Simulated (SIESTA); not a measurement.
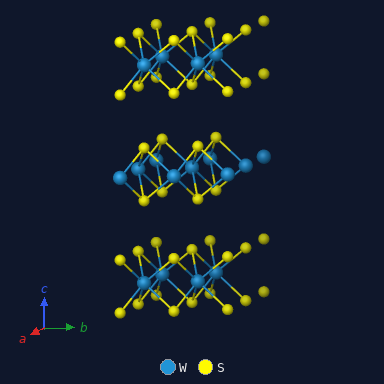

System: WS₂, space group P3m1 (No. 156). The picture shows the slab (repeated in the plane, vacuum cut away).

Structure:
```cif
data_structure
_symmetry_space_group_name_H-M 'P 1'
_symmetry_Int_Tables_number 1
_cell_length_a 3.1830
_cell_length_b 3.1830
_cell_length_c 28.5322
_cell_angle_alpha 90.000
_cell_angle_beta 90.000
_cell_angle_gamma 120.000
_cell_volume 250.34
loop_
_atom_site_label
_atom_site_type_symbol
_atom_site_fract_x
_atom_site_fract_y
_atom_site_fract_z
_atom_site_occupancy
W1 W 0.66667 0.33333 0.43436 1
W2 W 0.66667 0.33333 0.88553 1
W3 W 0.00000 0.00000 0.65929 1
S1 S 0.66667 0.33333 0.60463 1
S2 S 0.00000 0.00000 0.37971 1
S3 S 0.00000 0.00000 0.83085 1
S4 S 0.66667 0.33333 0.71395 1
S5 S 0.00000 0.00000 0.48903 1
S6 S 0.00000 0.00000 0.94019 1
```

Calculation (SIESTA 5.4.2): DFT in numerical atomic orbitals with pseudopotentials, no spin polarisation; energies at scaled volumes of the given cell, shape and fractions fixed, counted from the fit's minimum, third-order Birch-Murnaghan fit. Level: LDA.

| setting | value |
| --- | --- |
| k mesh | 8×8×1 |
| occupations | Fermi–Dirac |
| smearing width | 0.05 eV |
| potentials | PseudoDojo 0.4 standard, converted to PSML, two zetas on semicore shells |
| program settings | basis DZP, mesh cutoff 800 Ry |

What does the calculation give for the energy against volume? The volume takes the values 26.15, 26.70, 27.26, 27.82, 28.37, 28.93, 29.48 Å³/atom.

A third-order Birch–Murnaghan fit gives V0 = 27.32 Å³/atom, B0 = 113 GPa and B′ = 4.4. The energy is 19.15 meV/atom at volume 26.15 Å³/atom and 52.80 meV/atom at 29.48 Å³/atom; the lowest computed point is at volume 27.26 Å³/atom (0.05 meV/atom).

```json
{"volume (Å³/atom)": "26.15", "energy (meV/atom)": "19.15"}
{"volume (Å³/atom)": "26.70", "energy (meV/atom)": "5.09"}
{"volume (Å³/atom)": "27.26", "energy (meV/atom)": "0.05"}
{"volume (Å³/atom)": "27.82", "energy (meV/atom)": "3.08"}
{"volume (Å³/atom)": "28.37", "energy (meV/atom)": "13.39"}
{"volume (Å³/atom)": "28.93", "energy (meV/atom)": "30.20"}
{"volume (Å³/atom)": "29.48", "energy (meV/atom)": "52.80"}
```

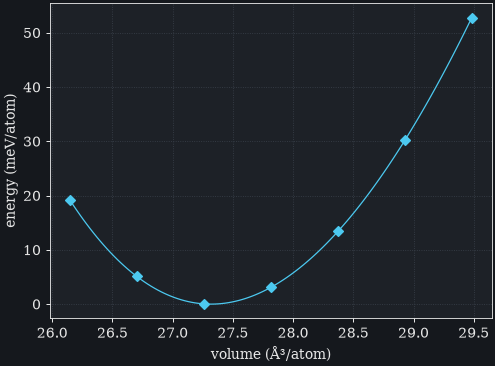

Limits of the calculation: mulliken charges of long orbitals; short basis over semicore shells; shape and atomic fractions are frozen while scaling, which makes layered, chain and framework solids too stiff.
